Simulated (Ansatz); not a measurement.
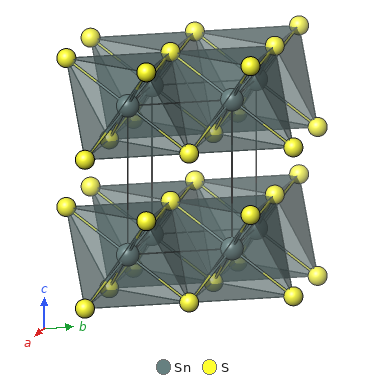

System: SnS₂, space group P-3m1 (No. 164). The picture shows the conventional cell.

The given structure:
```xyz
3
Lattice="3.4690 0.0000 0.0000 -1.7345 3.0043 0.0000 0.0000 0.0000 4.8252" Properties=species:S:1:pos:R:3 pbc="T T T"
Sn    0.0000    0.0000    0.0000
S     1.7345    1.0014    1.4598
S     0.0000    2.0028    3.3654
```

Calculation (Ansatz 0.2.0): harmonic phonon frequencies at the zone centre with atoms at rest in the given cell, without the long-range term of polar modes, the three translations left out, imaginary frequencies are negative; plane waves with PAW datasets, Γ-centred k mesh. Level: PBE, no spin polarisation.

```
       setting            value
   wave cutoff           420 eV
        k mesh         12×12×10
   occupations      Fermi–Dirac
smearing width          0.15 eV
      pressure           30 GPa
 phonon method  linear response
```

What does the calculation give for the zone-centre optical phonon frequencies (the three acoustic modes are left out)?

No frequency is imaginary, so the structure is stable to these displacements (zone-boundary modes weren't tested here). The highest mode lies at 367.8 cm⁻¹. The optical modes lie at 260.1 (×2), 315.2 (×2), 357.6, 367.8 cm⁻¹.

| frequency (cm⁻¹) |
| --- |
| 260.1 |
| 260.1 |
| 315.2 |
| 315.2 |
| 357.6 |
| 367.8 |

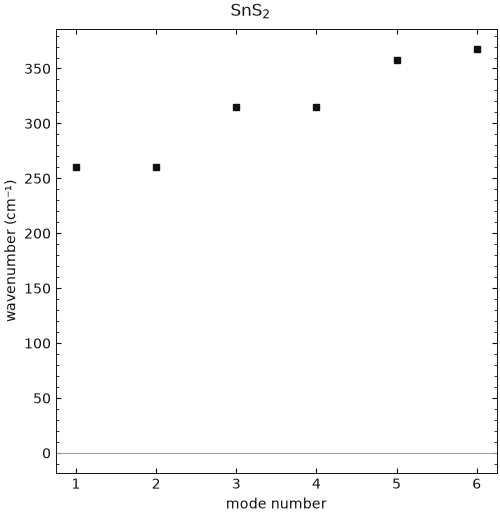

Note: metal sensitive to the k mesh.
